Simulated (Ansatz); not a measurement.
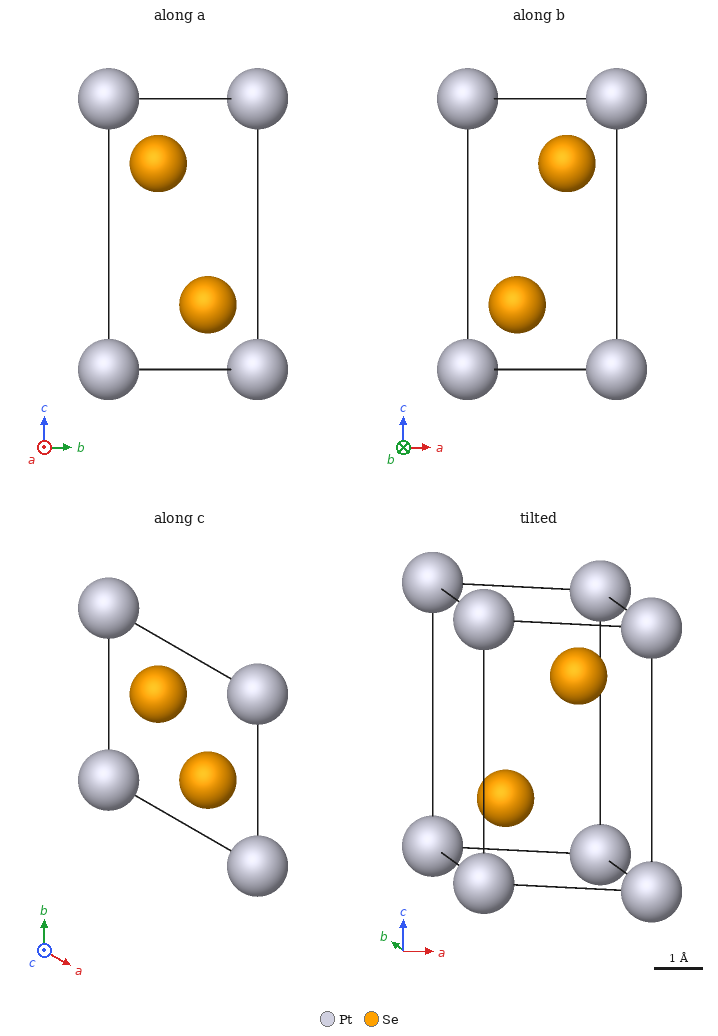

Spheres-only drawing of the structure, looking along the a axis, along the b axis, along the c axis and slightly off an axis. The parallelepiped is the conventional unit cell.

Lattice parameters: a = 3.617 Å, b = 3.617 Å, c = 5.694 Å, α = 90.00°, β = 90.00°, γ = 120.00°. Put a along x and b in the xy plane.

Q: Convert the drawing into a POSCAR file, with free fractional coordinates to two decimals.

A:
```
Pt Se
1.0
     3.617    0.000    0.000
    -1.808    3.132    0.000
     0.000    0.000    5.694
Pt Se
1 2
Direct
  0.00 0.00 0.00
  0.3333 0.6667 0.24
  0.6667 0.3333 0.76
```

The model was built from a structure type filled with these elements by a generator (whether the compound takes this form wasn't checked). The cell was then strained or its atoms displaced on purpose. It went into a calculation with Ansatz.

At this level of theory the run's own cell isn't at rest (compressed, at 7 GPa), so its distances can differ from those at equilibrium, the more so the softer the solid.
